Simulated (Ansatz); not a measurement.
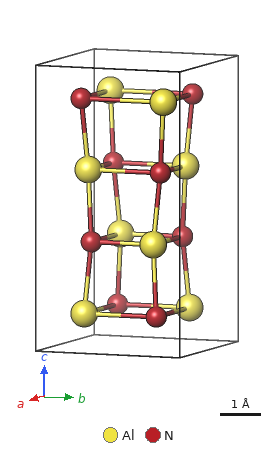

Starting structure of a crystal of AlN (a generated structure, set up in I-42d) (coarse preliminary run). A ball-and-stick model of the conventional cell (2 times the calculation's cell), seen slightly off an axis. Lengths and directions refer to the drawn axes.

All numbers below come from Ansatz 0.2.0, DFT PBE, scalar-relativistic, plane waves, PAW.

Input file:
```yaml
crystal:
  lattice:
    - [-1.98555136, 1.98555136, 3.67348145]
    - [1.98555136, -1.98555136, 3.67348145]
    - [1.98555136, 1.98555136, -3.67348145]
  atoms:
    - { symbol: Al, position: [0.66009612, 0.625, 0.53509612] }
    - { symbol: Al, position: [0.08990388, 0.125, 0.46490388] }
    - { symbol: Al, position: [0.375, 0.91009612, 0.03509612] }
    - { symbol: Al, position: [0.875, 0.33990388, 0.96490388] }
    - { symbol: "N", position: [0.375, 0.33990388, 0.46490388] }
    - { symbol: "N", position: [0.875, 0.91009612, 0.53509612] }
    - { symbol: "N", position: [0.08990388, 0.625, 0.96490388] }
    - { symbol: "N", position: [0.66009612, 0.125, 0.03509612] }
basis:
  ecutwfc: 420
kpoints:
  mp_grid: { grid: [6, 6, 6] }
hamiltonian:
  xc: pbe
scf:
  occupations: { method: gaussian, width: 0.1 }
  lower_state_search: "off"
output:
  forces: true
  stress: true
  eigenvalues: true
relax:
  adjacent_minimum: "off"
  f_tol: 0.04
  max_steps: 70
  cell: { stress_tol: 0.4 }
```

Run as
```bash
ansatz run input.yaml --threads 1 --pin off --max-ram 2560MiB --backend cpu --events-out ev --progress --plain --runs-dir out
```

Predict the outcome.

The energy falls by 529 meV per atom in 6 accepted moves (8 points after the start). Largest force component: 5.5 eV/Å at the start, 0.00025 eV/Å at the end. Pressure: 76.18 GPa at the start and 0.00 GPa at the end. The SCF was repeated twice at an unchanged geometry on a basis and grid sized afresh for the cell, which shifted the energy by 12.1 meV per atom at most. The largest moves relative to the cell, 0.14 Å, are those of 8 atoms (Al1, Al2, Al3, Al4 and others). N5 goes along +a. Largest moves by element: N 0.14 Å, Al 0.14 Å. The volume changes by +16.4 %, with a = b 3.971 → 4.071 Å (+2.5 %), c 7.347 → 8.139 Å (+10.8 %). Near-neighbour distances that change, for instance: Al1–N7 1.707 → 2.035 Å, Al1–N7 (another image) 2.264 → 2.035 Å, Al1–N5 1.847 → 2.035 Å, Al1–N8 1.986 → 2.035 Å. Among the angles between lasting bonds that change: N7–Al4–N8 171.3° → 180.0°, Al1–N5–Al2 171.3° → 180.0°, Al1–N5–Al3 85.7° → 90.0°. The space group (tolerance 0.01 Å) goes from I-42d (No. 122) to Fm-3m (No. 225). The run took 51 s on 1 thread of Arm Neoverse V1, on a shared host, peak memory 0.34 GiB.

Final geometry:

```
Al N
1.0
    -2.03548    2.03548    4.06972
     2.03548   -2.03548    4.06972
     2.03548    2.03548   -4.06972
Al N
4 4
Cartesian
  1.0177 1.0177 3.0523
  1.0177 1.0177 -1.0174
  1.0177 -1.0177 5.0871
  1.0177 3.0532 1.0174
  1.0178 1.0177 1.0174
  1.0177 1.0177 5.0871
  1.0177 -1.0177 3.0523
  1.0177 3.0532 -1.0174
```

The end point in the same view:

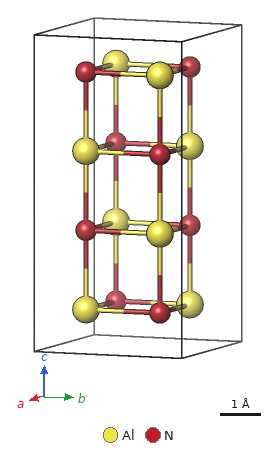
